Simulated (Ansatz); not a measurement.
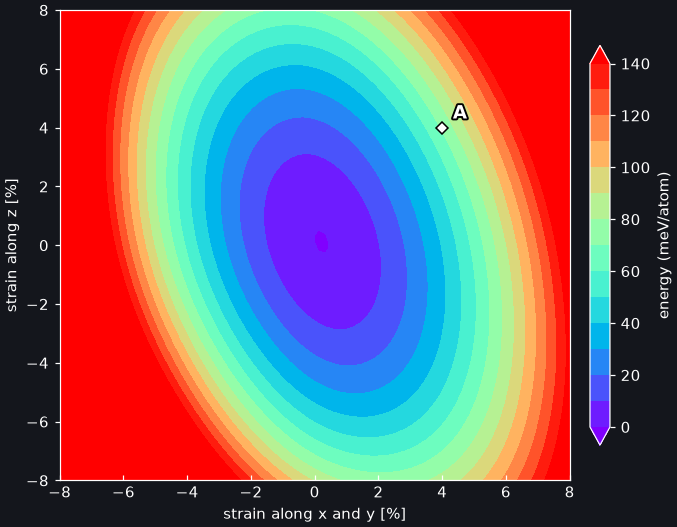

BAs (F-43m, No. 216; 2 atoms in the cell). 
- The cell is strained homogeneously, by one strain along x and y and another along z, with fractional coordinates fixed (x, y and z along the cube axes).
- Coordinates scanned: (1) strain along x and y; (2) strain along z.
- Grid: 5 × 5 points.
- Points are written as (first, second).
- Energies are in meV/atom, from the lowest grid point.
- The reference cell is the one listed in the database, not relaxed at this level.
- Computed with DFT r2SCAN, scalar-relativistic, plane waves, PAW in Ansatz. Settings: cutoff 500 eV, k-mesh 10×10×10, gaussian smearing 0.05 eV, no spin polarisation.

Drawn: filled contours, one colour for all values above the top of the scale, the point A. Between grid points the surface is interpolated.

Q: Which way does the force act at A, and how strong is it?

A: A, at (4 %, 4 %), is not a stationary point. The computed force is 23 meV/atom for each 1 % towards smaller values of strain along x and y and 12 meV/atom for each 1 % towards smaller values of strain along z.
